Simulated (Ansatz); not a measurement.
Given this structure:

```cif
data_structure
_symmetry_space_group_name_H-M 'P m c 21'
_symmetry_Int_Tables_number 26
_cell_length_a 3.1674
_cell_length_b 24.1435
_cell_length_c 5.2885
_cell_angle_alpha 90.000
_cell_angle_beta 90.000
_cell_angle_gamma 90.000
_cell_volume 404.42
loop_
_atom_site_label
_atom_site_type_symbol
_atom_site_symmetry_multiplicity
_atom_site_Wyckoff_symbol
_atom_site_fract_x
_atom_site_fract_y
_atom_site_fract_z
_atom_site_occupancy
Co1 Co 2 b 0.50000 0.68936 0.99286 1
O1 O 2 b 0.50000 0.68936 0.63214 1
Co2 Co 2 a 0.00000 0.65149 0.49286 1
O2 O 2 a 0.00000 0.65149 0.13214 1
Co3 Co 2 a 0.00000 0.57574 0.99286 1
O3 O 2 a 0.00000 0.57574 0.63214 1
Co4 Co 2 b 0.50000 0.53787 0.49286 1
O4 O 2 b 0.50000 0.53787 0.13214 1
```

Q: Before looking at a picture, describe the arrangement of atoms.

A: The solid is CoO. There are 16 atoms in the cell: 8 Co, 8 O. Counting atoms within bonding range gives coordination numbers of Co 3 to 4 (mean 3.8) and O 3 to 4 (mean 3.8). The bonds build CoO layers parallel to (001).

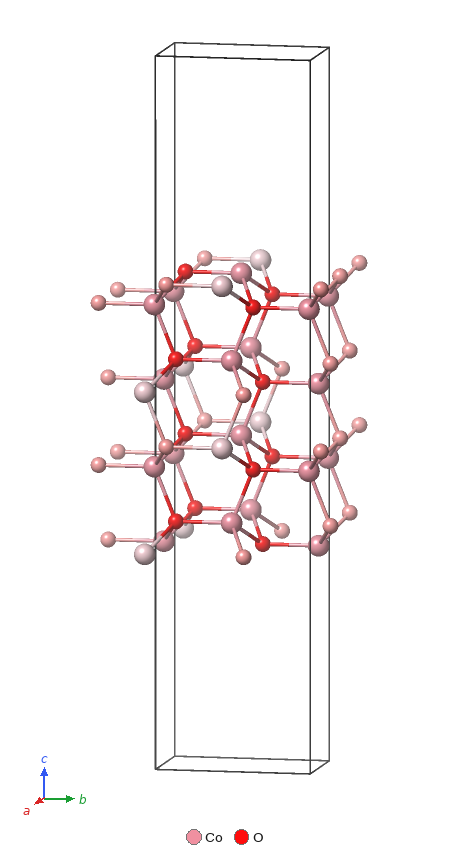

Structure drawing (ball-and-stick), viewed slightly off an axis. Lines trace the edges of the simulation cell. Neighbours across the faces are drawn wherever a bond reaches them, in fainter colours.

It goes back to a structure listed in the Materials Project, from which a slab was cut. Earlier steps of the study, as a rule a relaxation of our own, may have changed the cell and positions, so they can lie some per cent off the listed ones. It was run through Ansatz as a DFT input.

At this level of theory the run's own cell isn't at rest (forces up to 1.7 eV/Å), so its distances can differ from those at equilibrium, the more so the softer the solid.
